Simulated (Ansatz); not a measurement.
**Ge: 6 runs along one coordinate**

System: Ge (Fd-3m, 2 atoms in the cell).
Method: Kohn-Sham DFT of a periodic cell, B3LYP, Ansatz PAW, no spin polarisation (Ansatz 0.2.0).

The 6 runs differ only in the geometry, by an even scaling of the cell at fixed fractional positions. The structure derives from an entry of the Crystallography Open Database.

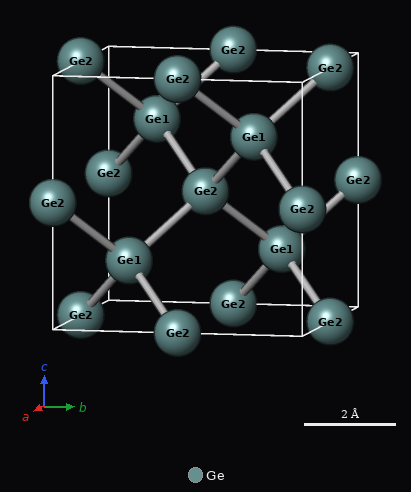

Figure 1. The structure of run 4 (ball-and-stick view of the cell 4 times as large as that of the calculation, set on its symmetry axes, seen slightly off an axis; atoms are numbered from 1 in the order of the input).

## Input of run 4
```yaml
crystal:
  lattice:
    - [0.0, 2.82891, 2.82891]
    - [2.82891, 0.0, 2.82891]
    - [2.82891, 2.82891, 0.0]
  atoms:
    - { symbol: Ge, position: [0.75, 0.75, 0.75] }
    - { symbol: Ge, position: [0.5, 0.5, 0.5] }
hamiltonian:
  xc: b3lyp
  pseudopotentials: { kind: paw }
kpoints:
  mp_grid: { grid: [4, 4, 4] }
scf:
  occupations: { method: fermi_dirac, width: 0.05 }
output:
  forces: true
  stress: true
  eigenvalues: true
```

Command:
```bash
ansatz run input.yaml --threads 2 --pin off --max-ram 5632MiB --backend cpu --events-out ev --progress --plain --runs-dir out
```

Lattice vectors (Å) and fractional positions of run 4:
```
   0.000000    2.828910    2.828910
   2.828910    0.000000    2.828910
   2.828910    2.828910    0.000000
Ge  0.750000  0.750000  0.750000
Ge  0.500000  0.500000  0.500000
```

Run 2 differs from it as follows:
```diff
-    - [0.0, 2.82891, 2.82891]
-    - [2.82891, 0.0, 2.82891]
-    - [2.82891, 2.82891, 0.0]
+    - [0.0, 2.7906767997, 2.7906767997]
+    - [2.7906767997, 0.0, 2.7906767997]
+    - [2.7906767997, 2.7906767997, 0.0]
```

## Results, with one run withheld

```csv
run,volume per atom (Å³),"free energy per atom, from the lowest run given (meV)",pressure (GPa),gap on the mesh (eV)
1,21.281,75.29,10.13,1.45
2,21.733,?,?,?
3,22.186,30.06,6.02,1.24
4,22.639,15.51,4.28,1.03
5,23.092,5.69,2.72,0.82
6,23.545,0.00,1.32,0.62
```

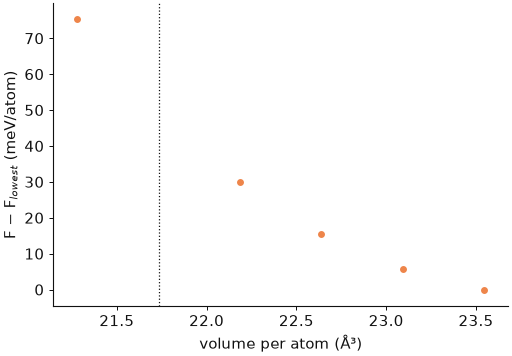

Figure 2. Free energy per atom of the runs given; the dotted line marks run 2.

Estimate the energy of run 2 from the others.

A cubic polynomial in V^(−2/3) (the Birch–Murnaghan form), fitted to the 5 runs given, misses them by at most 0.02 meV per atom. With x = V^(−2/3) − 0.12538 Å⁻², it reads F = 18.734 + 7909.5 x + 7.6966e+05 x² + 2.392e+06 x³ (meV per atom). At run 2 it gives 49.79 meV per atom, and the run itself gives 49.78. The slope of the fit gives a pressure −dF/dV of 7.97 GPa there, and the run prints 7.97 GPa. The fit has no minimum inside this range. The gap on the mesh goes, without turning, from 1.45 eV in run 1 to 0.62 eV in run 6; run 2 has 1.37 eV. These are gaps of this functional on this mesh, which can miss the band edges; they aren't the measured gap.

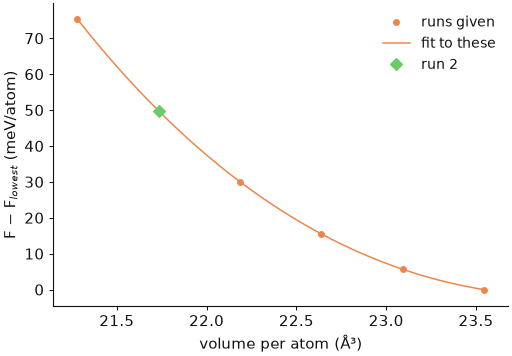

Figure 3. The fit and the withheld run.

## Output, shortened to warnings, some set-up lines, iterations and results (run 2)
```
Warning: output.stress: scf.convergence.dr2_threshold = 1e-7 eV (the SCF's general default) is looser than the 2e-10 eV advised for a printed stress (1e-10 eV for each atom of the cell: 2). What an SCF threshold leaves in a stress goes as its square root, and in the free energy as the threshold itself, and one threshold admits the most on a small cell: of the crystals measured, under no hybrid …
Warning: output.stress: scf.exx.energy_threshold = 1e-6 eV is looser than the 2e-8 eV advised for a stress under a hybrid functional (1e-8 eV for each atom of the cell: 2). Every SCF of the exchange loop can meet its threshold on dr2 while the loop round them stops early: no threshold on dr2 bounds what that leaves in the stress. Set scf.exx.energy_threshold to 2e-8 eV or tighter. The threshold …
Basis set: ecut = 420 eV, 869 PW (Γ), exchange–correlation on 54×54×54 points (8 copies of the dense FFT grid, shifted against one another)
Symmetry: 48 space group operations
k-points: 8 of 64
Initial density: superposition of atomic densities (neutral atoms: chi_scale 0, normalization atom), corrected by the library's trained network
[...]
SCF iter   1: F=—  HF=-8605.615301 eV  |F-HF|=—  |Δ(HF+E_count)|=         —  Δρ=6.11e-3  dr2=2.54e-2  ethr=1.77e-3  ⟨swp⟩=5.5  Hψ=540  notcnv=0
SCF iter   2: F=—  HF=-8605.605695 eV  |F-HF|=—  |Δ(HF+E_count)|=   9.61e-3  Δρ=2.29e-3  dr2=2.76e-3  ethr=9.07e-5  ⟨swp⟩=3.2  Hψ=336  notcnv=0
SCF iter   3: F=—  HF=-8605.604568 eV  |F-HF|=—  |Δ(HF+E_count)|=   1.13e-3  Δρ=3.76e-4  dr2=3.94e-5  ethr=1.35e-7  ⟨swp⟩=3.0  Hψ=632  notcnv=0
SCF iter   4: F=—  HF=-8605.604514 eV  |F-HF|=—  |Δ(HF+E_count)|=   5.41e-5  Δρ=1.19e-4  dr2=3.24e-6  ethr=1.35e-7  ⟨swp⟩=3.1  Hψ=374  notcnv=0
SCF iter   5: F=—  HF=-8605.604517 eV  |F-HF|=—  |Δ(HF+E_count)|=   2.47e-6  Δρ=4.03e-5  dr2=2.79e-7  ethr=1.16e-8  ⟨swp⟩=3.0  Hψ=372  notcnv=0
[... 11 lines ...]
SCF iter   1: F=—  HF=-8607.950718 eV  |F-HF|=—  |Δ(HF+E_count)|=         —  Δρ=7.28e-5  dr2=2.02e-6  ethr=5.80e-7  ⟨swp⟩=2.9  Hψ=301  notcnv=0
SCF iter   2: F=—  HF=-8607.950718 eV  |F-HF|=—  |Δ(HF+E_count)|=   2.03e-7  Δρ=7.78e-6  dr2=1.40e-6  ethr=2.33e-9  ⟨swp⟩=4.0  Hψ=420  notcnv=0
SCF iter   3: F=—  HF=-8607.950742 eV  |F-HF|=—  |Δ(HF+E_count)|=   2.39e-5  Δρ=1.11e-5  dr2=5.28e-8  ethr=3.86e-11  ⟨swp⟩=4.5  Hψ=508  notcnv=0
SCF iter   4: F=-8607.950742 eV  HF=-8607.950742 eV  |F-HF|=5.06e-9  |Δ(HF+E_count)|=   1.92e-8  Δρ=3.70e-6  dr2=9.29e-9  ethr=3.86e-11  ⟨swp⟩=3.0  Hψ=289  notcnv=0
SCF 3 converged in 4 iterations: F = -8607.950742 eV  dr2 = 9.29e-9
  Residual-converged pass: ⟨swp⟩=3.0  Hψ=292  notcnv=0  max |occ|·‖R‖ = 2.4e-6 eV (tolerance 2.4e-6 eV)  dr2=9.17e-9  dr2_onsite=3.91e-9  max |Δocc| = 3.1e-14
hybrid outer 2: dexx = +5.062e-7 eV, tail = 3.63e-8 eV, Δε = 3.05e-3 eV (about 1.64e-4 eV left of the loop's levels)
hybrid SCF converged: 2 outer / 11 inner (+7 warm-up), last move |dexx| = 5.06e-7 eV, tail = 3.63e-8 eV
Stability not checked: this state was not tested for a lower state beside it, because the functional holds exact exchange (a hybrid, or Hartree-Fock), whose exchange loop this test does not read (fock_operator; see scf.lower_state_search)
Free energy (F): -8607.950742 eV
Frozen-core exchange: fock
Harris-Foulkes:  -8607.950742 eV  (|F-HF|=5.06e-9)
Internal energy: -8607.950742 eV  (E = F + TS)
E sigma→0 (E₀):  -8607.950742 eV
Entropy (-TS):   -0.000000 eV (-0.000 meV/atom)
Fermi energy:    9.495191 eV
--- Per-component energies (eV) ---
  E_band       = -349.272304
  E_kinetic    = 224.872069
  E_local      = -4887.490662  (includes V_loc(G=0)·N_el)
  E_nonlocal   = 834.503023
  E_hartree    = 2157.275574
  E_xc         = -123.679305
  E_vxc        = -104.646477  (∫ρ·V_xc dr)
  E_exx        = -96.620946  (= α·E_x^exact, valence–valence)
  E_paw        = -3992.649727  (= ΣΔE_a)
  E_vpaw       = -537.822611  (= ΣTr[D̂ρ^β])
  E_aug_tail   = 0.000450  (compensation charges beyond the density's cutoff)
  E_ewald      = -2723.949347
  E_core_change = -0.211872  (= ΣΔE_core)
  E_smearing   = -0.000000  (= −TS)
  E_closure    = 0.000001  (closes the sum)
  Σ components = -8607.950742   (vs F -8607.950742, Δ=0.00e0)
--- Forces (eV/Å), atoms counted from 1 ---
  atom   1  Ge     0.00000000    -0.00000000    -0.00000000
  atom   2  Ge    -0.00000000     0.00000000    -0.00000000
  max |Σ_I F_I| component: 5.55e-17 eV/Å
--- Stress (GPa, compression-positive) ---
        7.967282       0.000000      -0.000000
       -0.000000       7.967282      -0.000000
       -0.000000       0.000000       7.967282
  P = ⅓ Tr σ = 7.9673 GPa (79.673 kbar)
```

The program warns: the exchange loop's threshold is looser than advised for the stress; the SCF threshold is looser than advised for the printed stress. Points of doubt noted for this run: forces on files of another functional.
